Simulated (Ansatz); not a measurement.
A series of calculations on Si

## 1. A change

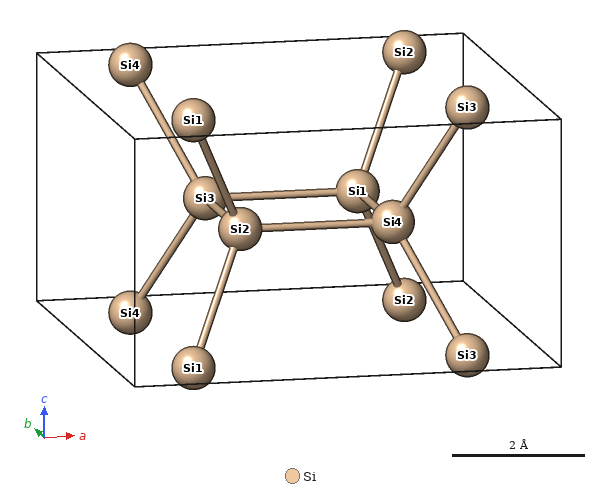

The starting point is a symmetric starting cell of Si. A ball-and-stick model of the conventional cell (2 times the calculation's cell), seen slightly off an axis. Lengths and directions refer to the drawn axes.

The calculation used Ansatz, DFT PBEsol, scalar-relativistic, plane waves, PAW. Set-up: plane-wave cutoff 420 eV; k-point mesh 10 × 10 × 10; occupations gaussian; smearing width 0.05 eV; no spin polarisation.

Now this is done to it. All lengths are scaled by +0.7 % (volume +2.0 %), the atoms keeping their fractional coordinates. No relaxation follows. The starting cell wasn't computed here and needn't be at equilibrium, so pressure and forces aren't due to the change alone.

The input:
```yaml
crystal:
  lattice:
    - [-3.3471594412, 3.3471594412, 1.9349388384]
    - [3.3471594412, -3.3471594412, 1.9349388384]
    - [3.3471594412, 3.3471594412, -1.9349388384]
  atoms:
    - { symbol: Si, position: [0.17880106, 0.17880106, 0.35760212] }
    - { symbol: Si, position: [0.82119894, 0.82119894, 0.64239788] }
    - { symbol: Si, position: [0.17880106, 0.82119894, 0.0] }
    - { symbol: Si, position: [0.82119894, 0.17880106, 0.0] }
basis:
  ecutwfc: 420
kpoints:
  mp_grid: { grid: [10, 10, 10] }
hamiltonian:
  xc: pbesol
scf:
  occupations: { method: gaussian, width: 0.05 }
output:
  forces: true
  stress: true
  eigenvalues: true
  populations: true
```

Command:
```bash
ansatz run input.yaml --threads 1 --pin off --max-ram 1331MiB --backend cpu --events-out ev --progress --plain --runs-dir out
```

> Predict the response.

The pressure is −1.9 GPa (not all of it need come from the change, since the unchanged cell can be under pressure at this level too). The principal stresses (compression positive) are −2.1 GPa along c and −1.9 GPa across it. The largest forces, 0.041 eV/Å, act on Si1, Si2, Si3 and Si4. Some distances before and after: Si–Si 2.378 → 2.394 Å, Si–Si 2.343 → 2.358 Å. The space group stays I4/mmm (No. 139).

## 2. A change

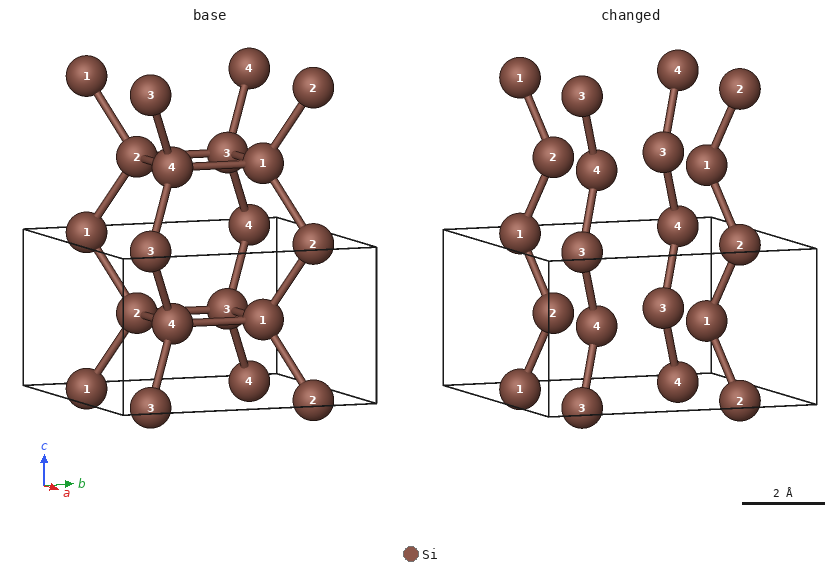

Left: a symmetric starting cell of Si. Right: the same structure after one change, at the same scale. A ball-and-stick model of the conventional cell (2 times the calculation's cell), repeated 1 × 1 × 2 with one cell outlined, seen slightly off an axis. Lengths and directions refer to the drawn axes.

Computed with DFT r2SCAN, scalar-relativistic, plane waves, PAW in Ansatz 0.2.0. Settings: plane-wave cutoff 500 eV; k-point mesh 10 × 10 × 10; occupations gaussian; smearing width 0.05 eV; no spin polarisation.

> Which change leads from the left to the right?

The cell is strained by −0.3 % along c and +5.7 % across it (volume +11.4 %) and atoms are displaced by 0.26 Å relative to the cell: Si2 0.26 Å along [−1 −1 0]. No relaxation follows. The starting cell wasn't computed here and needn't be at equilibrium, so pressure and forces aren't due to the change alone.

> How do the computed properties respond?

The pressure is 3.3 GPa (not all of it need come from the change, since the unchanged cell can be under pressure at this level too). The principal stresses (compression positive) are 23.7 GPa along c and −6.8 GPa across it. The largest forces, 4.7 eV/Å, act on Si1, Si2, Si3 and Si4; on Si3 it points along [1 −1 0]. The forces point straight back along the displacements (cosine −1.00). Some distances before and after: Si–Si 2.378 → 2.887 Å, Si–Si 2.343 → 2.112 Å. The space group stays I4/mmm (No. 139).

## 3. Distortion

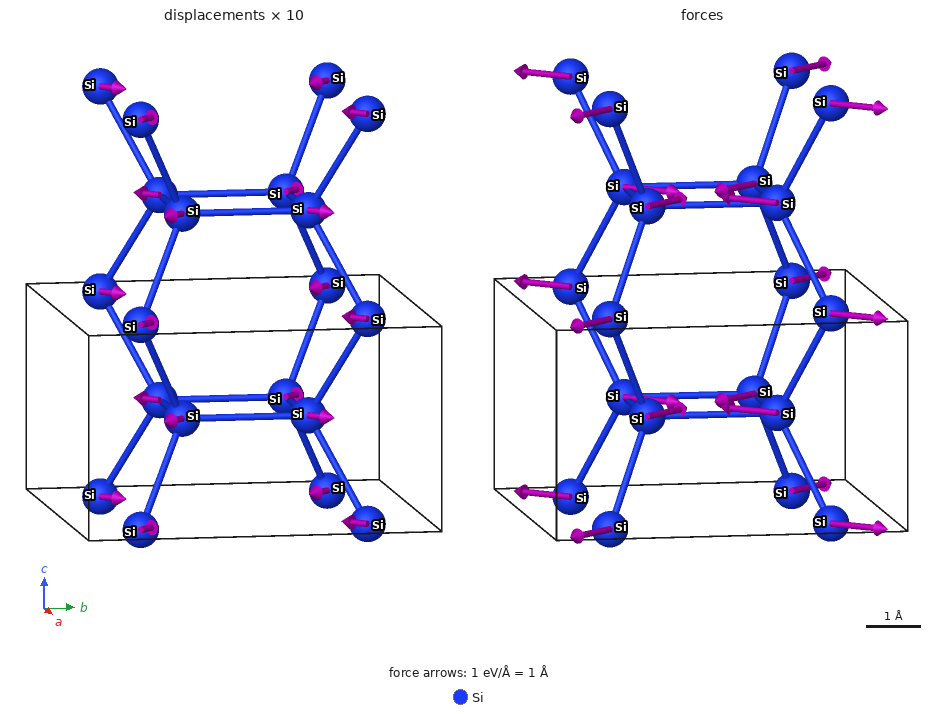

Left: a symmetric starting cell of Si, with purple arrows for the displacements applied to it (without the part that the change of the cell carries along). Right: the displaced structure with the computed forces. Besides, the cell is strained by +2.5 % along c and −0.5 % across it (volume +1.4 %). A ball-and-stick model of the conventional cell (2 times the calculation's cell), repeated 1 × 1 × 2 with one cell outlined, seen slightly off an axis. Lengths and directions refer to the drawn axes.

The calculation used DFT PBE, scalar-relativistic, plane waves, PAW in Ansatz 0.2.0. Set-up: plane-wave cutoff 420 eV; k-point mesh 10 × 10 × 10; occupations gaussian; smearing width 0.05 eV; no spin polarisation.

Describe the distortion and the response.

Atoms are displaced by 0.06 Å relative to the cell. No relaxation follows. The starting cell wasn't computed here and needn't be at equilibrium, so pressure and forces aren't due to the change alone. Some distances before and after: Si–Si 2.378 → 2.450 Å, Si–Si 2.343 → 2.313 Å. The space group stays I4/mmm (No. 139). The pressure is −0.3 GPa (not all of it need come from the change, since the unchanged cell can be under pressure at this level too). The principal stresses (compression positive) are 1.4 GPa along c and −1.2 GPa across it. The largest forces, 1.3 eV/Å, act on 4 Si atoms of the calculation's cell. The forces point straight back along the displacements (cosine −1.00).

## 4. Distortion

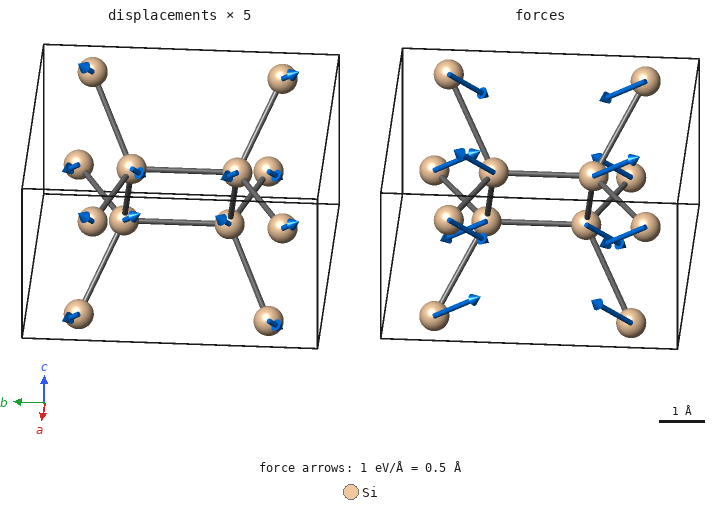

Left: a symmetric starting cell of Si, with blue arrows for the displacements applied to it (without the part that the change of the cell carries along). Right: the displaced structure with the computed forces. Besides, the cell is strained by −2.6 % along c and +0.4 % across it (volume −1.8 %). Style: ball-and-stick. Shown: the conventional cell (2 times the calculation's cell), from a free direction. Lengths and directions refer to the drawn axes.

Level of theory: DFT r2SCAN, scalar-relativistic, plane waves, PAW in Ansatz. (plane-wave cutoff 500 eV; k-point mesh 10 × 10 × 10; occupations gaussian; smearing width 0.05 eV; no spin polarisation)

### Describe the distortion and the response.

Atoms are displaced by 0.10 Å relative to the cell. No relaxation follows. The starting cell wasn't computed here and needn't be at equilibrium, so pressure and forces aren't due to the change alone. The pressure is 4.2 GPa (not all of it need come from the change, since the unchanged cell can be under pressure at this level too). The principal stresses (compression positive) are −1.3 GPa along c and 6.9 GPa across it. The largest forces, 2.8 eV/Å, act on 4 Si atoms of the calculation's cell. The forces point straight back along the displacements (cosine −1.00). Some distances before and after: Si–Si 2.378 → 2.246 Å, Si–Si 2.343 → 2.428 Å. The space group stays I4/mmm (No. 139).
